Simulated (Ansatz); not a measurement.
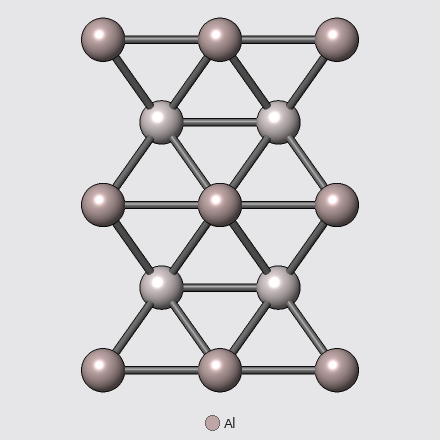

The system is Cu on an Al(110) slab cut from the Fm-3m phase, its upper half relaxed before the scan (16 atoms of substrate and one adsorbate in a 2 × 2 cell); the picture shows it without the atoms that are moved over the map. 
- Cu is moved over the surface cell at a fixed height above a rigid substrate; the origin of the map has the adsorbate above Al13; the height is held at 2.20 Å.
- Places are given modulo a cell vector. The map is drawn in real space over the plane of the surface.
- The grid has 6 × 8 points; 20 points were computed and 28 follow by symmetry.
- Places are given in fractions of the 1 × 1 surface cell.
- Energies: meV, counted from the lowest grid point.
- The runs have no spin polarisation, so an open-shell adsorbate far from the surface lies too high. At a fixed height the lowest place need not be the adsorption site.
- These are results of Ansatz, DFT PBE+D3(BJ), scalar-relativistic, plane waves, PAW, not measurements. Settings: cutoff 420 eV, k-mesh 5×4×1, gaussian smearing 0.1 eV, no spin polarisation.

Range: position of Cu17 along the first surface vector from 0.000 to 0.833; position of Cu17 along the second surface vector from 0.000 to 0.875.

What will the energy surface look like?

Answer. The lowest grid point is at a bridge site between two Al atoms, (3/6, 0/8) of the cell vectors. No other kind of well shows on this grid. The highest grid point, a fourfold hollow over a second-layer Al atom, (3/6, 4/8) of the cell vectors, lies 414 meV above the lowest. On the interpolated surface the easiest way out of the lowest well to its copy in the next cell or period passes a barrier of about 230 meV. At the lowest point the adsorbate has 2 Al at 2.61 Å as nearest neighbours, at the highest 4 Al at 3.28 Å.

| second ↓, first → | 0/6 | 1/6 | 2/6 | 3/6 | 4/6 | 5/6 |
| --- | --- | --- | --- | --- | --- | --- |
| 7/8 | 254 | 198 | 98 | 54 | 98 | 198 |
| 6/8 | 230 | 219 | 205 | 203 | 205 | 219 |
| 5/8 | 288 | 306 | 345 | 365 | 345 | 306 |
| 4/8 | 328 | 351 | 394 | 414 | 394 | 351 |
| 3/8 | 288 | 306 | 345 | 365 | 345 | 306 |
| 2/8 | 230 | 219 | 205 | 203 | 205 | 219 |
| 1/8 | 254 | 198 | 98 | 54 | 98 | 198 |
| 0/8 | 292 | 212 | 66 | 0 | 66 | 212 |

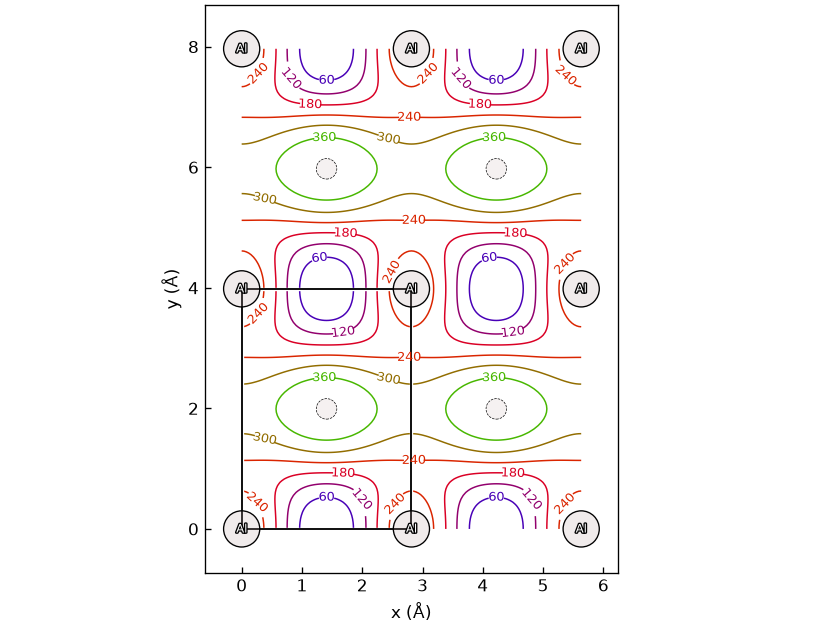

The picture shows contour lines labelled in meV, labelled circles for the atoms of the top layer and small ones for the second layer, the outline of one cell of the 2 × 2 shown. Between grid points the surface is interpolated.

Each point was launched as `ansatz run input.yaml --threads 1 --pin off --max-ram 3072MiB --backend cpu --events-out ev --progress --plain --runs-dir out`. The whole map (20 points run) took 11 min on 1 thread of Intel(R) Xeon(R) Platinum 8488C (Sapphire Rapids), on a shared host.
